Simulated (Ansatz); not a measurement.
## Electronic structure of InSb in real space

Input

```
crystal:
  lattice:
    - [0.0, 3.2467178885, 3.3113179762]
    - [3.2467178885, 0.0, 3.3113179762]
    - [3.2467178885, 3.2467178885, 0.0]
  atoms:
    - { symbol: In, position: [0.0, 0.0, 0.0] }
    - { symbol: Sb, position: [0.25, 0.25, 0.25] }
kpoints:
  mp_grid: { grid: [6, 6, 6] }
  band_path:
    path:
      - [0.0, 0.0, 0.0]
      - [-0.5, -0.5, 0.0]
      - [-0.375, -0.375, 0.25]
      - [-0.375, 0.0, 0.375]
      - [0.0, 0.0, 0.5]
      - [-0.5, -0.25, 0.25]
      - [-0.012695, -0.012695, 0.0]
    npoints: 1
hamiltonian:
  xc: pbe
scf:
  occupations: { method: fermi_dirac, width: 0.02 }
  n_extra_bands: 4
output:
  forces: true
  stress: true
  eigenvalues: true
  write_density: true
  write_potential: true
  elf: true
  volumetric_format: npy
```

Launched as:

```sh
ansatz run input.yaml --threads 2 --pin off --max-ram 2211MiB --backend cpu --events-out ev --progress --plain --runs-dir out
```

Below, planes, directions and counts refer to the conventional cell (a = 4.59 Å, b = 4.59 Å, c = 6.62 Å, α = 90.00°, β = 90.00°, γ = 90.00°).

Space group I-4m2; started from the zincblende prototype, which need not be the ambient phase; changed on purpose from its base cell (epitaxial xy strain -1.0%).

All numbers below come from DFT, PBE, plane waves, PAW in Ansatz.

The density is the valence pseudo-density of a PAW calculation; it isn't the true density close to the nuclei.

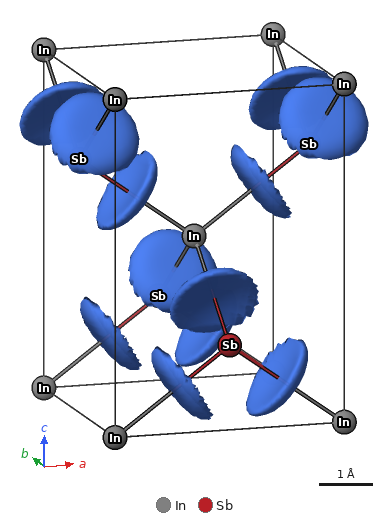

Figure 1. Isosurface of the ELF at 0.6 (blue), seen slightly off an axis. Only the valence region is drawn (cores and ρ < 0.01 e/Å³ removed). Sticks mark near contacts.

Q: What do the ELF domains correspond to?

A: At this value the surface marks out eight regions between bonded In–Sb atoms (shared pairs), counted in one cell of 4 atoms. Any copies at cell faces, edges or corners count once. Profiles from the grid: In–Sb (2.83 Å): the ELF peaks at about 0.65 between the atoms.

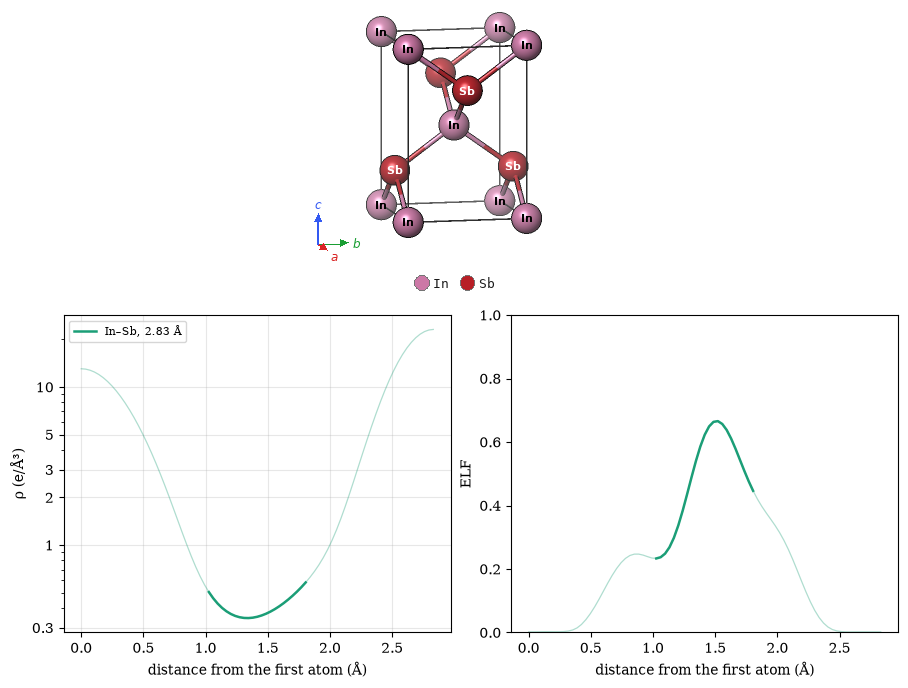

Figure 2. Valence electron density and electron localisation function along straight lines between neighbouring atoms. Thin, pale parts lie inside the atomic spheres. The structure is drawn too.

Q: What can be read from the curves?

A: In–Sb (2.83 Å): ρ at the midpoint is about 0.35 e/Å³; the ELF peaks at about 0.65 between the atoms.
